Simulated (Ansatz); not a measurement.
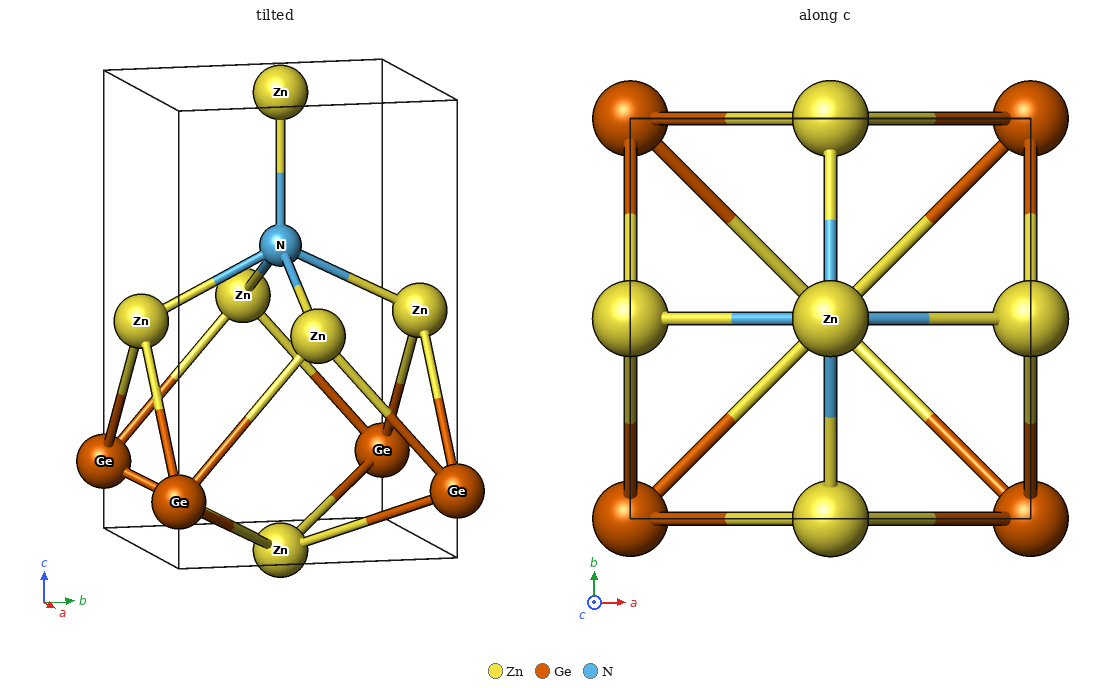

This ball-and-stick model is shown slightly off an axis and along the c axis. The edges of the conventional unit cell are marked. Cell: a = 3.68 Å, b = 3.68 Å, c = 5.90 Å, α = 90.00°, β = 90.00°, γ = 90.00°.

The structure comes from a structure type filled with these elements by a generator (whether the compound takes this form wasn't checked). Earlier steps of the study may have refined or changed the cell and positions. Ansatz was used for an electronic-structure calculation on it.

**Describe the crystal.**

The compound is Zn3GeN. The structure has P4mm (No. 99) symmetry and a primitive tetragonal lattice. The cell holds 5 atoms (3 Zn, 1 Ge, 1 N), Z = 1. The coordination shell of Ge holds eight Zn at about 2.8 Å. The neighbours of N are five Zn at about 2.0 to 2.1 Å. Not all metal-metal contacts are counted. The bonds build a three-dimensional framework.

Electronic-structure method: Ansatz 0.2.0, DFT PBE, scalar-relativistic, plane waves, PAW. Parameters: a 420 eV plane-wave basis, k-point mesh 10×10×6, Gaussian smearing of 0.1 eV, no spin polarisation.

**What does the calculation say: metal or gapped?**

A metal: bands cross the Fermi level.

**How are the electrons shared out in a Bader analysis?**

Zn +0.54 to +0.64 e; Ge -0.46 e; N -1.36 e.

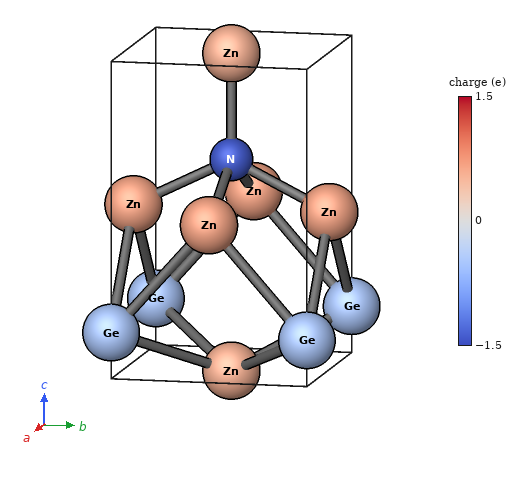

The atoms coloured by those charges. The run's cell of 5 atoms is drawn.

**Is this the optimised geometry for these settings?**

Yes. The largest force is 0.01 eV/Å. The pressure is 0.0 GPa, close to zero.
